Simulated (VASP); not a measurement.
## Ir: single-point calculation

The run: single-point calculation of Ir (P6₃/mmc, 2 atoms in the cell). Method and program: Kohn-Sham DFT of a periodic cell, PBE, VASP PAW PBE potentials, recommended, no spin polarisation (VASP 6.6.1).

The structure derives from a Materials Project entry. It belongs to a series of runs on one base structure; here: grid = ENCUT=460 k=7x7x4 ISMEAR=0 SIGMA=0.2 PREC=Accurate EDIFF=1e-06 LREAL=Auto ADDGRID=False LASPH=True.

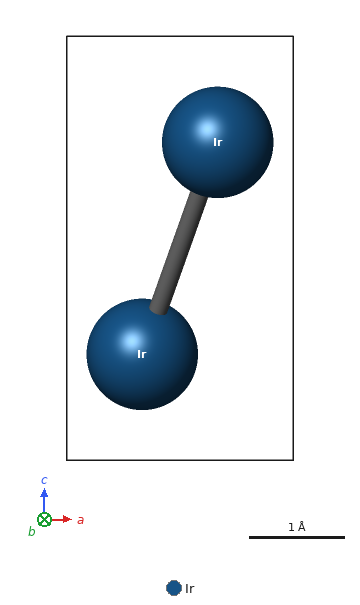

*The structure as given in the input (ball-and-stick view of the cell of the calculation, along the b axis).*

Near neighbours in the crystal (not all of them lie inside the picture): Ir has 12 Ir at 2.74 to 2.75 Å.

## INCAR
```
SYSTEM = Ir
ADDGRID = .FALSE. ; ALGO = Normal
EDIFF = 1E-6 ; ENCUT = 460
GGA = PE ; ISIF = 2
ISMEAR = 0 ; LASPH = .TRUE.
LCHARG = .FALSE. ; LREAL = Auto
LWAVE = .FALSE. ; NELM = 100
PREC = Accurate ; SIGMA = 0.2
```

## KPOINTS
```
k-points
0
G
  7 7 4
  0 0 0
```

## POSCAR
```
Ir
1.0
    2.7513778946      0.0000000000      0.0000000000
   -1.3756889473      2.3827631521      0.0000000000
    0.0000000000      0.0000000000      4.4622900000
Ir
2
Direct
    0.3333333333      0.6666666667      0.2500000000
    0.6666666667      0.3333333333      0.7500000000
```

Command:
```bash
cat potpaw_PBE.64/Ir/POTCAR > POTCAR
mpirun -np 1 vasp_std > vasp.out
```

## OSZICAR
```
N       E                     dE             d eps       ncg     rms          rms(c)
DAV:   1     0.141849484952E+03    0.14185E+03   -0.81782E+03   624   0.127E+03
DAV:   2    -0.126225021515E+02   -0.15447E+03   -0.14138E+03   654   0.353E+02
DAV:   3    -0.186782866094E+02   -0.60558E+01   -0.56927E+01   776   0.792E+01
DAV:   4    -0.187777087531E+02   -0.99422E-01   -0.98872E-01   674   0.891E+00
DAV:   5    -0.187797008517E+02   -0.19921E-02   -0.19919E-02   729   0.126E+00    0.199E+01
DAV:   6    -0.178487479922E+02    0.93095E+00   -0.15453E+00   719   0.173E+01    0.813E+00
DAV:   7    -0.176822707590E+02    0.16648E+00   -0.47641E-01   764   0.918E+00    0.202E+00
DAV:   8    -0.176745451875E+02    0.77256E-02   -0.45706E-03   654   0.684E-01    0.105E+00
DAV:   9    -0.176706496470E+02    0.38955E-02   -0.46843E-03   704   0.101E+00    0.397E-02
DAV:  10    -0.176706589151E+02   -0.92681E-05   -0.24249E-05   816   0.468E-02    0.102E-02
DAV:  11    -0.176706638748E+02   -0.49596E-05   -0.23562E-06   636   0.141E-02    0.220E-03
DAV:  12    -0.176706641545E+02   -0.27975E-06   -0.12872E-07   357   0.447E-03
   1 F= -.17670664E+02 E0= -.17661139E+02  d E =-.190493E-01
```

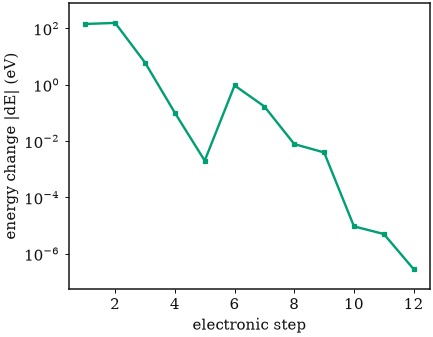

*Convergence of the self-consistent field: energy change |dE| against the electronic step.*

It takes 12 electronic steps. The density is held fixed in the first few steps, and dE rises again when its update begins.

## Parts of OUTCAR
```
SYSTEM = Ir
   EDIFF = 1E-6
   ENCUT = 460
   GGA = PE
   ISIF = 2
   ISMEAR = 0
   LASPH = .TRUE.
   LREAL = Auto
   NELM = 100
   PREC = Accurate

 Found     24 irreducible k-points:

 Following reciprocal coordinates:
            Coordinates               Weight
  0.000000  0.000000  0.000000      1.000000
  0.142857  0.000000  0.000000      6.000000
  0.285714 -0.000000  0.000000      6.000000
  0.428571 -0.000000  0.000000      6.000000
  0.142857  0.142857  0.000000      6.000000
  0.285714  0.142857  0.000000     12.000000
   k-points           NKPTS =     24   k-points in BZ     NKDIM =     24   number of bands    NBANDS=     13
   number of dos      NEDOS =    301   number of ions     NIONS =      2
   total plane-waves  NPLWV =  12800
   dimension x,y,z NGX =    20 NGY =   20 NGZ =   32
   dimension x,y,z NGXF=    40 NGYF=   40 NGZF=   64
   ions per type =               2
   NGX,Y,Z   is equivalent  to a cutoff of  12.08, 12.08, 11.92 a.u.
   NGXF,Y,Z  is equivalent  to a cutoff of  24.17, 24.17, 23.84 a.u.
 SYSTEM =  Ir
   PREC   = accura    normal or accurate (medium, high low for compatibility)
   ISTART =      0    job   : 0-new  1-cont  2-samecut
   ICHARG =      2    charge: 1-file 2-atom 10-const
   ISPIN  =      1    spin polarized calculation?
   LNONCOLLINEAR =      F non collinear calculations
   LSORBIT =      F    spin-orbit coupling
   LASPH  =      T    aspherical Exc in radial PAW
   ENCUT  =  460.0 eV  33.81 Ry    5.81 a.u.   4.81  4.81  7.80*2*pi/ulx,y,z
   NELM   =    100;   NELMIN=  2; NELMDL= -5     # of ELM steps
   EDIFF  = 0.1E-05   stopping-criterion for ELM
   LREAL  =      T    real-space projection
   EDIFFG = 0.1E-04   stopping-criterion for IOM
   NSW    =      0    number of steps for IOM
   IBRION =     -1    ionic relax: 0-MD 1-quasi-New 2-CG
   NFREE  =      0    steps in history (QN), initial steepest desc. (CG)
   ISIF   =      2    stress and relaxation
   ISYM   =      2    0-nonsym 1-usesym 2-fastsym
   POTIM  = 0.5000    time-step for ionic-motion
   TEBEG  =    0.0;   TEEND  =   0.0 temperature during run
   PSTRESS=    0.0 pullay stress
   NELECT =      18.0000    total number of electrons
   NUPDOWN=      -1.0000    fix difference up-down
   EMIN   =  10.00;   EMAX   =-10.00  energy-range for DOS
   EFERMI =   0.00;   METHOD = LEGACY
   ISMEAR =     0;   SIGMA  =   0.20  broadening in eV -4-tet -1-fermi 0-gaus
   EFERMI_NEDOS =   21; number of points for ismear=-14 and -15
   IALGO  =     38    algorithm
   IMIX   =      4    mixing-type and parameters
     AMIX     =   0.40;   BMIX     =  1.00
     AMIX_MAG =   1.60;   BMIX_MAG =  1.00
  volume/ion in A,a.u.               =      14.63        98.71
  Fermi-wavevector in a.u.,A,eV,Ry     =   1.392417  2.631287 26.379323  1.938826
  Thomas-Fermi vector in A             =   2.516162
   LORBIT       =      0    0 simple, 1 ext, 2 COOP (PROOUT), +10 PAW based schemes
   GGA     = PE    functional components
   LHFCALC =     F    Hartree Fock is set to
   AEXX    =    0.0000 exact exchange contribution
   IVDW    =     0    specifies the selected vdW correction
   LEPSILON=     F    determine dielectric tensor
   LRPA    =     F    only Hartree local field effects (RPA)
 non-spin polarized calculation
 Gauss-broadening in eV      SIGMA  =   0.20
  energy-cutoff  :      460.00
  volume of cell :       29.25
 maximum number of plane-waves:       672
 NGX is ok and might be reduce to    20
   NGX =  9   NGY =  9   NGZ = 15

 number of electron      18.0000001 magnetization

 Free energy of the ion-electron system (eV)
  ---------------------------------------------------
  ext. energy  EPLUGINS =         0.00000000
  ---------------------------------------------------
  free energy    TOTEN  =       -17.67066415 eV

  energy without entropy =      -17.65161482  energy(sigma->0) =      -17.66113949

 E-fermi :  10.0052     XC(G=0): -13.7900     alpha+bet :-15.1862

 val. band max:        9.8000122972   @ k =   0.1429   0.0000   0.5000
 cond. band min:      10.0604736554   @ k =   0.2857   0.1429   0.0000
 fundamental gap:      0.2604613583
 Fermi energy:        10.0052122983

 k-point     1 :       0.0000    0.0000    0.0000
  band No.  band energies     occupation
      1      -0.9277      2.00000
      2       2.0995      2.00000
      3       6.1982      2.00000
      4       6.2725      2.00000
      5       6.2725      2.00000
      6       6.8954      2.00000
      7       6.8954      2.00000
      8       7.6922      2.00000
      9       7.6922      2.00000
     10       9.2281      2.00000
     11      10.2188      0.13103
     12      10.2188      0.13103
     13      16.7367      0.00000

 k-point     2 :       0.1429    0.0000    0.0000
  band No.  band energies     occupation
      1      -0.1797      2.00000
      2       2.7276      2.00000
      3       5.4660      2.00000
      4       6.4815      2.00000
      5       6.5513      2.00000
      6       6.9035      2.00000
      7       7.0090      2.00000
      8       7.2764      2.00000
      9       7.4829      2.00000
     10       7.7173      2.00000
     11      10.4438      0.00193
     12      13.1064      0.00000
     13      16.6195      0.00000

 k-point     3 :       0.2857   -0.0000    0.0000
  band No.  band energies     occupation
      1       1.5766      2.00000
      2       3.2967      2.00000
      3       4.5845      2.00000
      4       5.3677      2.00000
      5       6.2018      2.00000
      6       6.5560      2.00000
      7       7.0420      2.00000
      8       8.5154      2.00000
      9       8.5794      2.00000
     10       9.0162      2.00000
     11      10.7352      0.00000
     12      16.4009      0.00000
     13      16.6312      0.00000

 k-point     4 :       0.4286   -0.0000    0.0000
  band No.  band energies     occupation
      1       2.6420      2.00000
      2       2.8434      2.00000
      3       3.5082      2.00000
      4       6.0894      2.00000
      5       6.3127      2.00000
      6       6.6124      2.00000
      7       7.0275      2.00000
      8      10.3150      0.02851
      9      10.6724      0.00000
     10      10.8597      0.00000
     11      11.3597      0.00000
     12      15.9484      0.00000
     13      17.2645      0.00000

 k-point     5 :       0.1429    0.1429    0.0000
  band No.  band energies     occupation
      1       1.1403      2.00000
      2       3.6302      2.00000
      3       4.7743      2.00000
      4       5.1543      2.00000
      5       6.2037      2.00000
      6       6.3607      2.00000
      7       7.4987      2.00000
      8       7.5130      2.00000
      9       8.2469      2.00000
     10       8.8826      2.00000
     11      10.5389      0.00016
     12      15.7929      0.00000
     13      16.4610      0.00000

 k-point     6 :       0.2857    0.1429    0.0000
  band No.  band energies     occupation
      1       2.8453      2.00000
      2       3.5802      2.00000
      3       3.8879      2.00000
      4       5.1473      2.00000
      5       5.8861      2.00000
      6       6.6530      2.00000
      7       6.8685      2.00000
      8       8.7771      2.00000
      9      10.0605      0.69598
     10      10.5789      0.00005
     11      11.1633      0.00000
     12      16.8998      0.00000
     13      18.3572      0.00000

 [... further k-points ...]

------------------------ aborting loop because EDIFF is reached ----------------------------------------

  FORCE on cell =-STRESS in cart. coord.  units (eV):
  Direction    XX          YY          ZZ          XY          YZ          ZX
  --------------------------------------------------------------------------------------
  -------------------------------------------------------------------------------------
  Total       -0.6744247     -0.6744247      0.2357334      0.0000000      0.0000000      0.0000000
  in kB      -36.9364481    -36.9364481     12.9104931      0.0000000      0.0000000      0.0000000
  external PRESSURE =     -20.3208010 kB  Pullay stress =       0.0000000 kB

 VOLUME and BASIS-vectors are now :
 -----------------------------------------------------------------------------
  energy-cutoff  :      460.00
  volume of cell :       29.25
      direct lattice vectors                 reciprocal lattice vectors
     2.751377895  0.000000000  0.000000000     0.363454254  0.209840411  0.000000000
    -1.375688947  2.382763152  0.000000000     0.000000000  0.419680823  0.000000000
     0.000000000  0.000000000  4.462290000     0.000000000  0.000000000  0.224100182

 POSITION                                       TOTAL-FORCE (eV/Angst)
 -----------------------------------------------------------------------------------
     -0.00000      1.58851      1.11557         0.000000     -0.000000      0.000000
      1.37569      0.79425      3.34672        -0.000000      0.000000      0.000000
 -----------------------------------------------------------------------------------
    total drift:                                0.000000     -0.000000     -0.000000

  FREE ENERGIE OF THE ION-ELECTRON SYSTEM (eV)
  ---------------------------------------------------
  free  energy   TOTEN  =       -17.6706641545 eV

  energy  without entropy=      -17.6516148169  energy(sigma->0) =      -17.66113949
```

## CONTCAR
```
Ir
   1.00000000000000
     2.7513778946000000    0.0000000000000000    0.0000000000000000
    -1.3756889473000000    2.3827631520999999    0.0000000000000000
     0.0000000000000000    0.0000000000000000    4.4622900000000003
  Ir
     2
Direct
     0.3333333332999970    0.6666666667000030    0.2500000000000000
     0.6666666667000030    0.3333333332999970    0.7500000000000000

  0.00000000E+00  0.00000000E+00  0.00000000E+00
  0.00000000E+00  0.00000000E+00  0.00000000E+00
```

## Summary

```json
{"quantity": "outcome", "value": "converged"}
{"quantity": "space group (tolerance 0.01 Å)", "value": "P6₃/mmc (194)"}
{"quantity": "electrons treated", "value": "18"}
{"quantity": "free energy", "value": "−17.6707 eV"}
{"quantity": "Fermi energy", "value": "10.005 eV"}
{"quantity": "gap on the k-point mesh", "value": "none (metallic)"}
{"quantity": "pressure", "value": "−2.03 GPa"}
{"quantity": "largest force (length of the vector)", "value": "under 0.001 eV/Å"}
{"quantity": "hardware", "value": "1 thread of Intel Xeon @ 2.90GHz (Ice Lake), 192 GiB of memory available, shared host"}
{"quantity": "wall time", "value": "15 s"}
{"quantity": "peak memory", "value": "0.14 GiB"}
```

Settings chosen away from the usual ones: grid = ENCUT=460 k=7x7x4 ISMEAR=0 SIGMA=0.2 PREC=Accurate EDIFF=1e-06 LREAL=Auto ADDGRID=False LASPH=True. The settings depart from the standard set-up of this series, which can bear on the numbers. Spin–orbit coupling is left out, which matters for Ir.
